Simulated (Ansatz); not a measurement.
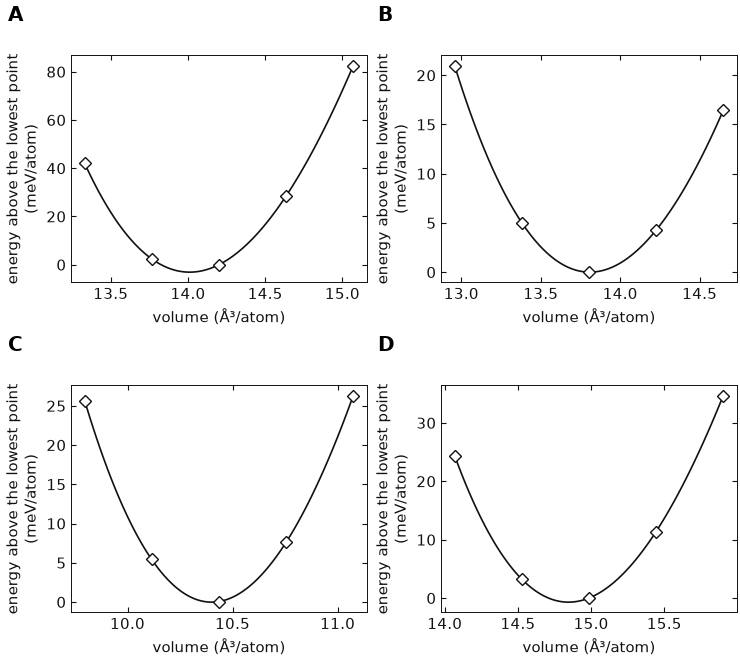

Each panel shows the energy above the lowest point against volume for one of these solids: AlN, F-43m (No. 216); CaO, Fm-3m (No. 225); Ir, Fm-3m (No. 225); Pd, Fm-3m (No. 225).

Computed with Ansatz 0.2.0 development build: equation of state of a cubic crystal from periodic Kohn-Sham density functional theory without spin, third-order Birch-Murnaghan fit to the free energies; pressure corrected for the finite basis. Level: HSE06.

**Which panel belongs to which solid?**

A is Ir (energy above the lowest point from 0.0 meV/atom to 82.5 meV/atom, V0 14.01 Å³/atom, B0 397 GPa); B is CaO (energy above the lowest point from 0.0 meV/atom to 21.0 meV/atom, V0 13.81 Å³/atom, B0 115 GPa); C is AlN (energy above the lowest point from 0.0 meV/atom to 26.3 meV/atom, V0 10.4 Å³/atom, B0 213 GPa); D is Pd (energy above the lowest point from 0.0 meV/atom to 34.7 meV/atom, V0 14.85 Å³/atom, B0 175 GPa).

For AlN, limits of the calculation: cubic model structure, not the ambient form; modest k-mesh, values are not fully converged in k.

For Ir, limits of the calculation: coarse k-mesh, values are not converged in k.

For Pd, limits of the calculation: coarse k-mesh, values are not converged in k; no spin polarisation, a magnetic state may lie lower.
